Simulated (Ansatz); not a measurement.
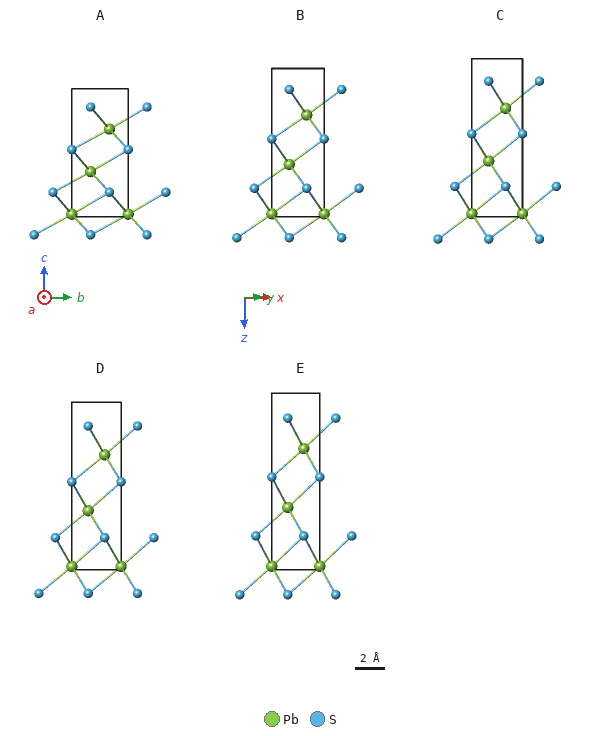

A scan of crystalline PbS (R3m) along one coordinate. x, y and z are the Cartesian axes of the input. The picture is a ball-and-stick view of the conventional cell (3 times the calculation's cell), seen along the a axis. Lengths and directions refer to the drawn axes.

Method: DFT PBEsol, scalar-relativistic, plane waves, PAW (Ansatz 0.2.0). Settings: plane-wave cutoff 420 eV; k-point mesh 12 × 12 × 12; occupations gaussian; smearing width 0.03 eV; no spin polarisation. Energies (free energies at the smearing named) are counted from the cell as listed in its source, which wasn't relaxed.

### Which coordinate changes from frame to frame?

The ratio of the cell's length along z to its lengths across, counted as 1 for the reference, is changed at fixed volume (a c/a path), with the atoms kept at their fractional coordinates. In the frames the relative ratio is 0.80 (A), 1.00 (B), 1.10 (C), 1.20 (D), 1.30 (E). Their energies are 86.4 meV/atom, 0.0 meV/atom, 21.9 meV/atom, 84.2 meV/atom, 179.3 meV/atom.
